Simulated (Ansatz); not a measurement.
FeGe

The calculation's input:

```
crystal:
  lattice:
    - [4.4047190949, 0.0, 0.0]
    - [0.0, 4.4047190949, 0.0]
    - [0.0, 0.0, 4.4047190949]
  atoms:
    - { symbol: Fe, position: [0.1401078623, 0.1401078623, 0.1401078623], spin: 1.2 }
    - { symbol: Fe, position: [0.3598921377, 0.8598921377, 0.6401078623], spin: 1.2 }
    - { symbol: Fe, position: [0.6401078623, 0.3598921377, 0.8598921377], spin: 1.2 }
    - { symbol: Fe, position: [0.8598921377, 0.6401078623, 0.3598921377], spin: 1.2 }
    - { symbol: Ge, position: [0.8425976451, 0.8425976451, 0.8425976451] }
    - { symbol: Ge, position: [0.6574023549, 0.1574023549, 0.3425976451] }
    - { symbol: Ge, position: [0.3425976451, 0.6574023549, 0.1574023549] }
    - { symbol: Ge, position: [0.1574023549, 0.3425976451, 0.6574023549] }
basis:
  ecutwfc: 420
kpoints:
  mp_grid: { grid: [8, 8, 8] }
hamiltonian:
  xc: pbesol
scf:
  occupations: { method: gaussian, width: 0.1 }
output:
  forces: true
  stress: true
  eigenvalues: true
  populations: true
  write_density: true
  write_potential: true
  elf: true
  volumetric_format: npy
magnetization:
  spin_polarized: true
relax:
  adjacent_minimum: "off"
  f_tol: 0.01
  max_steps: 30
```

Run with:

```sh
ansatz run input.yaml --threads 2 --pin off --max-ram 5120MiB --backend cpu --events-out ev --progress --plain --runs-dir out
```

Below, planes, directions and counts refer to the conventional cell (a = 4.40 Å, b = 4.40 Å, c = 4.40 Å, α = 90.00°, β = 90.00°, γ = 90.00°).

Space group P2₁3; changed on purpose from its base cell (volume × 0.88, shape and atoms relaxed); computed pressure about 30 GPa in this cell; the program warned that a starting moment wasn't kept; spin-polarised, but the moments vanished.

All numbers below come from DFT PBEsol, scalar-relativistic, plane waves, PAW in Ansatz 0.2.0.

**What will maps of the valence pseudo-density and electron localisation function show?**

Fe–Ge (2.30 Å): ρ at the midpoint is about 0.53 e/Å³; the ELF is about 0.40 at the midpoint.
Fe–Ge (2.46 Å): the density is about 0.41 e/Å³ at the midpoint; the ELF is about 0.40 at the midpoint.

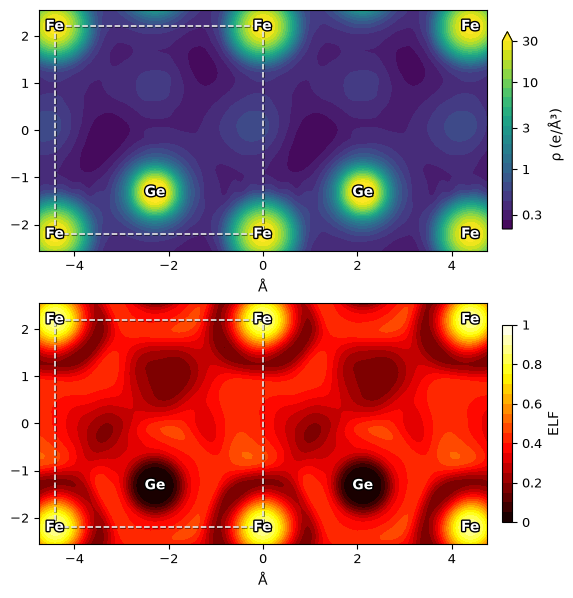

Computed valence pseudo-density and electron localisation function on the (010) plane of the conventional cell, in this order. Atoms just off the plane (Ge, 0.9 Å away) can leave unmarked features too.

The density is the valence pseudo-density of a PAW calculation; it isn't the true density close to the nuclei.
